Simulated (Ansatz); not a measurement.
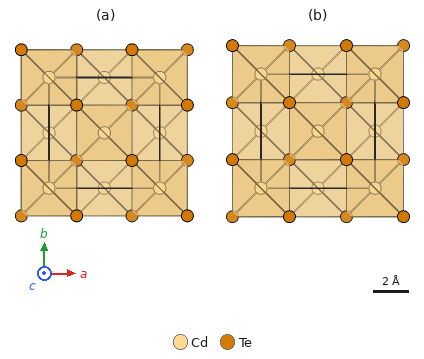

The structure of solid CdTe (built on the zincblende type) before (left) and after (right) a relaxation, at one scale.

The picture is a polyhedral view of the conventional cell (4 times the calculation's cell), seen along the c axis. Lengths and directions refer to the drawn axes.

The calculation used DFT, PBE, plane waves, PAW (Ansatz). Settings: plane-wave cutoff 420 eV; k-point mesh 6 × 6 × 6; occupations fermi dirac; smearing width 0.02 eV; no spin polarisation; cell and atoms relaxed; force threshold 0.005 eV/Å.

What changed between the two?

Answer. After 3 accepted moves (4 points after the start) the energy has fallen by 33.6 meV per atom. All forces vanish by symmetry, so only the cell relaxes. Pressure: 3.83 GPa at the start and −0.03 GPa at the end. The SCF was repeated once at an unchanged geometry on a basis and grid sized afresh for the cell, which shifted the energy by 0.6 meV per atom at most. No atom moves by more than 0.005 Å relative to the cell. Cell: a = b = c 6.427 → 6.621 Å (+3.0 %). Volume +9.3 %. Some distances before and after: Cd–Te 2.783 → 2.867 Å. The space group stays F-43m (No. 216). The run took 5.9 s on 2 threads of Arm Neoverse V2 (shared host), peak memory 0.35 GiB.
